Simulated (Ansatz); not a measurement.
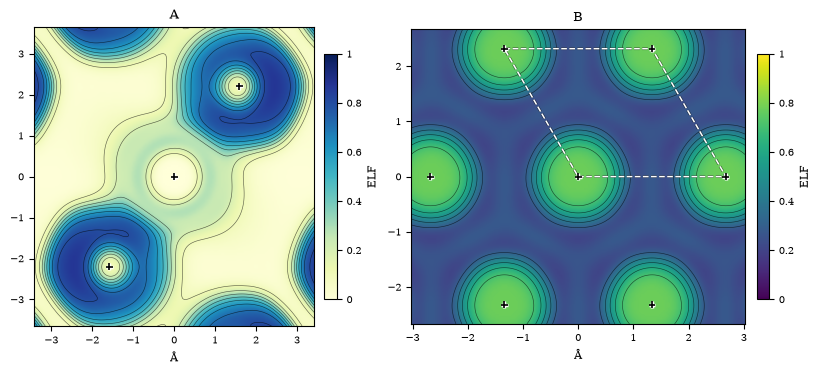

The electron localisation function of 2 systems, each on a plane through atoms (crosses mark nuclei in the plane).

The calculation used DFT PBEsol, scalar-relativistic, plane waves, PAW in Ansatz 0.2.0.

System 1: Rh, the (001) plane of the calculation cell. Space group P6₃/mmc; a structure from a database of computed crystals, not necessarily the ambient phase; computed without spin polarisation.

```
CELL_PARAMETERS angstrom
2.67543 0.00000 0.00000
-1.33772 2.31699 0.00000
0.00000 0.00000 17.45428
ATOMIC_POSITIONS crystal
Rh 0.00000 0.00000 0.50000
Rh 0.00000 0.00000 0.00000
Rh 0.33333 0.66667 0.12500
Rh 0.33333 0.66667 0.62500
Rh 0.00000 0.00000 0.25000
Rh 0.00000 0.00000 0.75000
Rh 0.66667 0.33333 0.37500
Rh 0.66667 0.33333 0.87500
```

System 2: SnSe2, the (110) plane of the conventional cell. Space group P-3m1; a structure from a database of computed crystals, not necessarily the ambient phase.

```
Sn Se
1.0
     3.81745    0.00000    0.00000
    -1.90872    3.30601    0.00000
     0.00000    0.00000    6.15468
Sn Se
1 2
Direct
  0.00000 0.00000 0.00000
  0.66667 0.33333 0.74217
  0.33333 0.66667 0.25783
```

> Match each panel to its system.

Panel A is system 2, SnSe2: the plane holds Sn and Se. Sn–Se (2.72 Å): the ELF is about 0.60 at the midpoint. Panel B is system 1, Rh: the plane holds Rh. Rh–Rh (2.68 Å): the ELF is about 0.30 at the midpoint: no shared electron pair shows on this line.
